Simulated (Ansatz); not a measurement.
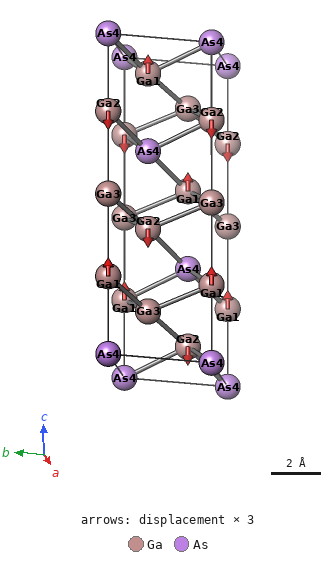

A relaxation of solid Ga$_{3}$As (a generated structure, set up in R-3m). The starting structure is drawn; red arrows show the displacements (the part carried along by the change of the cell is left out), 3 times their true length.

Style: ball-and-stick. Shown: the conventional cell (3 times the calculation's cell), from a free direction. Lengths and directions refer to the drawn axes.

Theory: DFT PBE, scalar-relativistic, plane waves, PAW (Ansatz). (plane-wave cutoff 420 eV; k-point mesh 12 × 12 × 12; occupations gaussian; smearing width 0.1 eV; no spin polarisation; cell and atoms relaxed; force threshold 0.01 eV/Å; at most 80 steps)

**Which element moves most?**

Gallium: up to 0.27 Å, against 0.00 Å for arsenic.

**What did the optimiser do to the structure, and how much energy did it gain?**

Over 18 accepted moves (22 points after the start) the energy falls by 0.468 eV per cell of the calculation. The largest force component goes from 0.14 to 0.00042 eV/Å. Pressure: 0.21 GPa at the start and 0.00 GPa at the end. The line search rejected the trial step at point 7 of the run. At 3 points the geometry stayed and the basis and grid were re-selected for the new cell (energy shift of 67.1 meV per cell of the calculation at most each time). The largest moves relative to the cell, 0.27 Å, are those of Ga1 and Ga2. Ga2 goes along −c. As stays in place. The volume changes by +2.5 %, with a = b 4.536 → 3.834 Å (−15.5 %), c 13.404 → 19.240 Å (+43.5 %). Near-neighbour distances that change, for instance: Ga1–As4 2.887 → 2.660 Å. Bond angles that change, for instance: Ga3–Ga2–Ga3 107.6° → 86.0°, Ga1–Ga3–Ga2 72.4° → 94.0°, Ga3–Ga2–As4 74.3° → 90.8°. The space group stays R-3m (No. 166). Cost: 13 min on 1 thread of Intel(R) Xeon(R) Platinum 8259CL CPU @ 2.50GHz (Skylake/Cascade Lake), with other jobs on the host, peak memory 0.79 GiB.
